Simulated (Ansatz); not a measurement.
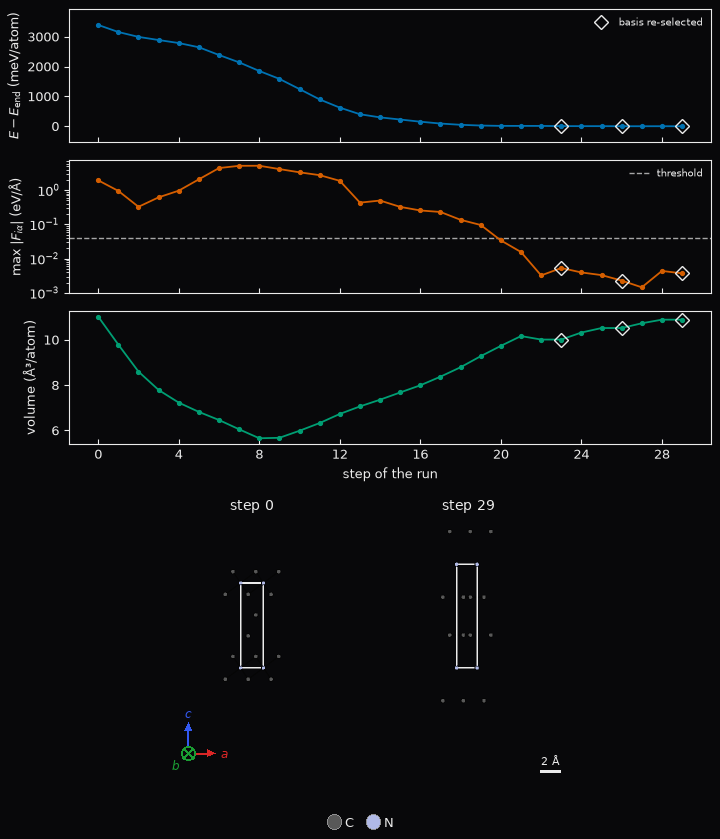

First and last geometry of a relaxation of a crystal of C4N (a generated structure, set up in P-3m1) (coarse preliminary run), with the history of the run. A ball-and-stick model of the cell of the calculation, seen along the b axis.

Computed with DFT PBE, scalar-relativistic, plane waves, PAW (Ansatz 0.2.0). Settings: plane-wave cutoff 420 eV; k-point mesh 6 × 6 × 2; occupations gaussian; smearing width 0.1 eV; no spin polarisation; cell and atoms relaxed; force threshold 0.04 eV/Å; at most 70 steps.

Q: Did the run converge, and what did it change?

A: It converged. The largest moves relative to the cell, 1.94 Å, are those of C atoms. N stays in place. The volume changes by −1.2 %, with a = b 2.705 → 2.434 Å (−10.0 %), c 8.697 → 10.611 Å (+22.0 %). Some distances before and after: C–N 1.949 → 3.645 Å, C–C 2.625 → 1.405 Å. New bonds form: C–C (2.63 → 1.41 Å). The space group (tolerance 0.01 Å) goes from P-3m1 (No. 164) to P6/mmm (No. 191). After 26 accepted moves (29 points after the start) the energy has fallen by 3393 meV per atom. The largest force component goes from 1.9 to 0.0037 eV/Å. Pressure: −29.51 GPa at the start and 0.07 GPa at the end. At 3 points the geometry stayed and the basis and grid were re-selected for the new cell (energy shift of 5.9 meV per atom at most each time). The run took 22 s on 1 thread of Intel(R) Xeon(R) Platinum 8488C (Sapphire Rapids), on a shared host, peak memory 0.37 GiB.

Limits of the set-up: the k-point mesh is coarse for a cell with partly filled bands.
